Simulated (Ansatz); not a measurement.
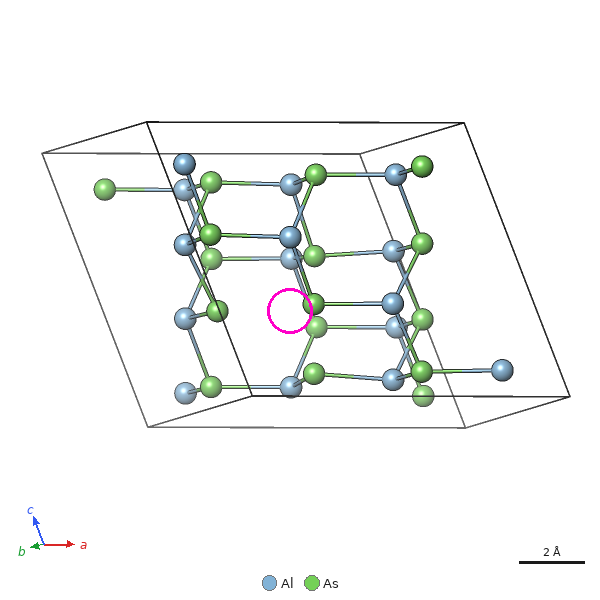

Structure drawing (ball-and-stick), viewed from a general direction. The outline marks the supercell. The host is AlAs, in a cell of 32 sites, and the cell carries a charge of -1. A ring marks the defect's site.

### Spot the defect.

An aluminium vacancy. Around the empty site lie four As at about 2.3 Å.

Computational set-up: DFT PBE, scalar-relativistic, plane waves, PAW in Ansatz 0.2.0, a 420 eV plane-wave basis, a 2×2×2 mesh of k-points, Gaussian smearing of 0.01 eV, collinear spins.

### Does a spin moment come with the defect?

Yes, 0.2 μB in the cell.

The atoms were relaxed in the host's cell with DFT PBE, scalar-relativistic, plane waves, PAW in Ansatz.
